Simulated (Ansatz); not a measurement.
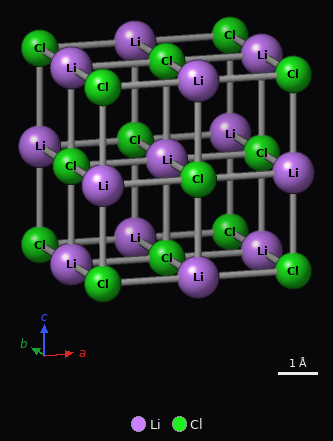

Phonons of solid LiCl (a generated structure), at the zone centre. The picture is a ball-and-stick view of the conventional cell (4 times the calculation's cell), seen slightly off an axis. Lengths and directions refer to the drawn axes.

These are results of DFT PBE, scalar-relativistic, plane waves, PAW (Ansatz 0.2.0), not measurements. Settings: plane-wave cutoff 420 eV; k-point mesh 8 × 8 × 8; occupations fixed; no spin polarisation.

Frequencies are those without the non-analytic (LO–TO) term.

Q: Which optical modes does it have, at what frequencies, and is it stable there?

A: The calculation's cell holds 2 atoms, so there are 3 optical modes, in 1 level. The optical modes span T₁u. No level is unstable.

```json
{"level": "1", "symmetry": "T₁u", "frequency (cm⁻¹)": "167", "activity": "infrared-active"}
```

The displacement patterns (one member of each degenerate set):

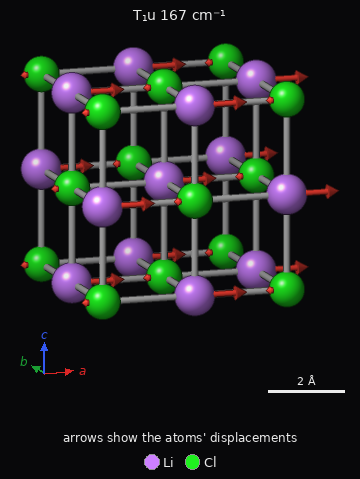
